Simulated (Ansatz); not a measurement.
Structure data:

```yaml
crystal:
  lattice:
    - [3.12726, 0.00000, 0.00000]
    - [-1.56363, 2.70829, 0.00000]
    - [0.00000, 0.00000, 5.39083]
  atoms:
    - { symbol: Hf, position: [0.66667, 0.33333, 0.75000] }
    - { symbol: Hf, position: [0.33333, 0.66667, 0.25000] }
    - { symbol: N, position: [0.00000, 0.00000, 0.00000] }
    - { symbol: N, position: [0.00000, 0.00000, 0.50000] }
```

> What crystal do these data define?

The formula is HfN. Space group P6_3/mmc (No. 194), lattice primitive hexagonal. Prototype: anti-NiAs type. Content of the cell: 2 Hf, 2 N (Z = 2). Within bonding distance, the neighbour counts come to Hf 12 and N 6. Not all metal-metal contacts are counted.

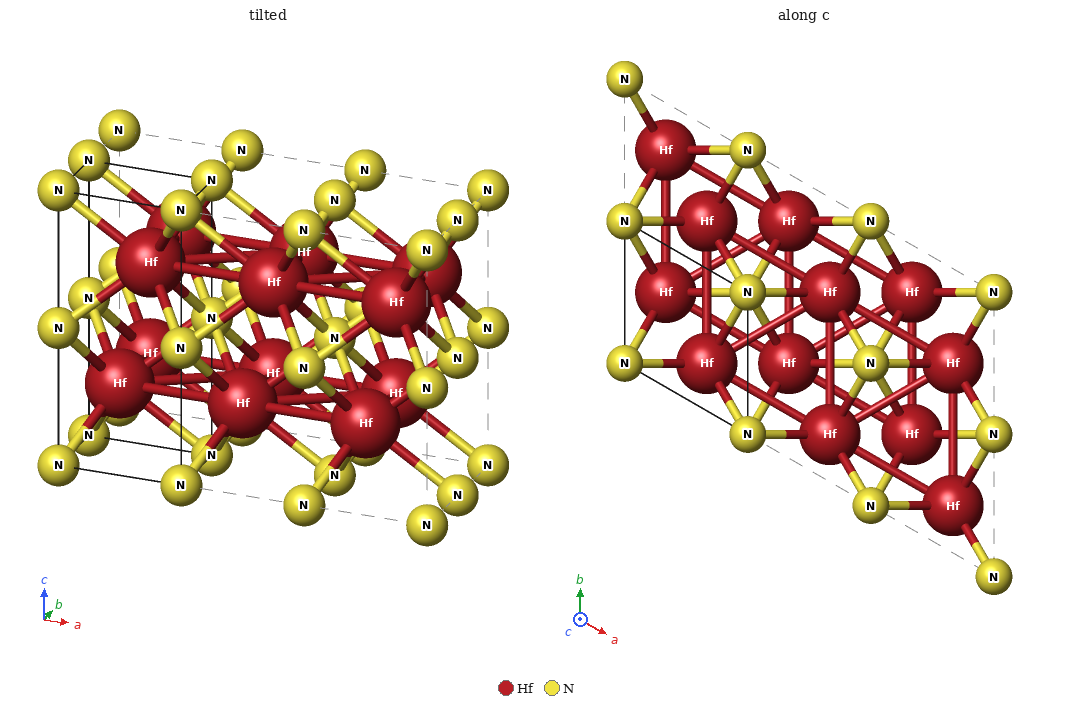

Ball-and-stick representation of a periodic structure, projected slightly off an axis and along the c axis. The structure is repeated 3×2×1 times; solid lines mark one conventional unit cell. Colours: hafnium red, nitrogen yellow.

The starting point was a structure listed in the Materials Project, with elements exchanged, so it need not be a known form of the compound. This is the structure after a relaxation with DFT PBEsol, scalar-relativistic, plane waves, PAW (Ansatz).
